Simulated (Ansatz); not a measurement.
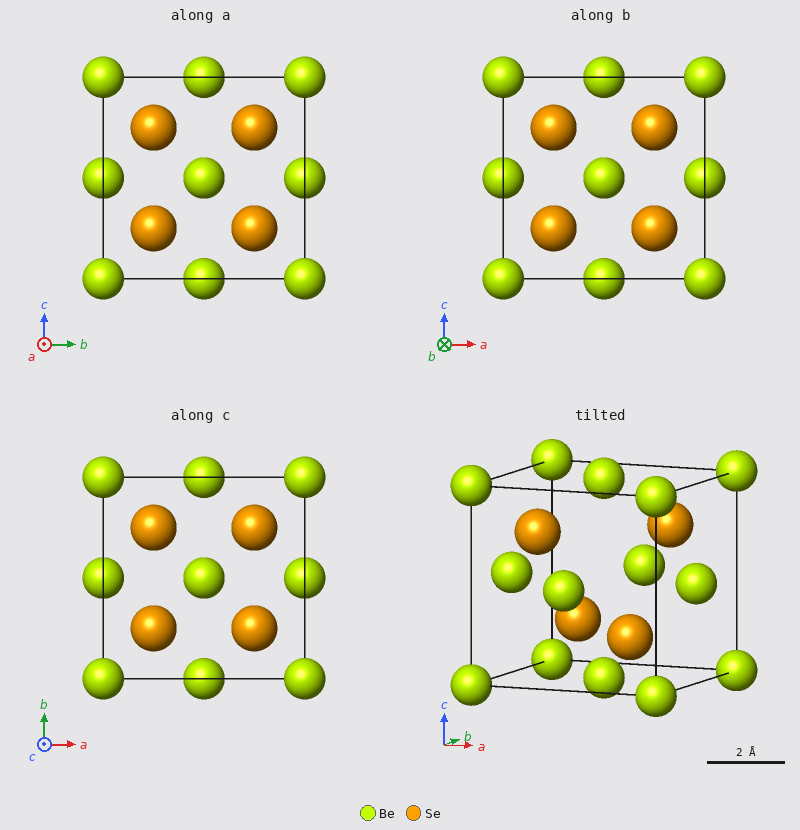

Drawn in the spheres-only manner and seen along the a axis, along the b axis, along the c axis and slightly off an axis. One conventional unit cell is framed, with atoms on its boundary repeated.

Lattice parameters: a = 5.2653 Å, b = 5.2653 Å, c = 5.2653 Å, α = 90.000°, β = 90.000°, γ = 90.000°.

**Express the structure as a CIF with its space group and independent sites.**

```cif
data_structure
_symmetry_space_group_name_H-M 'F -4 3 m'
_symmetry_Int_Tables_number 216
_cell_length_a 5.2653
_cell_length_b 5.2653
_cell_length_c 5.2653
_cell_angle_alpha 90.000
_cell_angle_beta 90.000
_cell_angle_gamma 90.000
_cell_volume 145.97
loop_
_atom_site_label
_atom_site_type_symbol
_atom_site_symmetry_multiplicity
_atom_site_Wyckoff_symbol
_atom_site_fract_x
_atom_site_fract_y
_atom_site_fract_z
_atom_site_occupancy
Be1 Be 4 a 0.0000 0.0000 0.0000 1
Se1 Se 4 d 0.2500 0.2500 0.7500 1
```

The structure comes from a structure type filled with these elements by a generator (whether the compound takes this form wasn't checked). The cell was then strained or its atoms displaced on purpose. A calculation with Ansatz used it as input.

At this level of theory the cell isn't at rest (stretched, at -5 GPa), so its distances can differ from those at equilibrium, the more so the softer the solid.
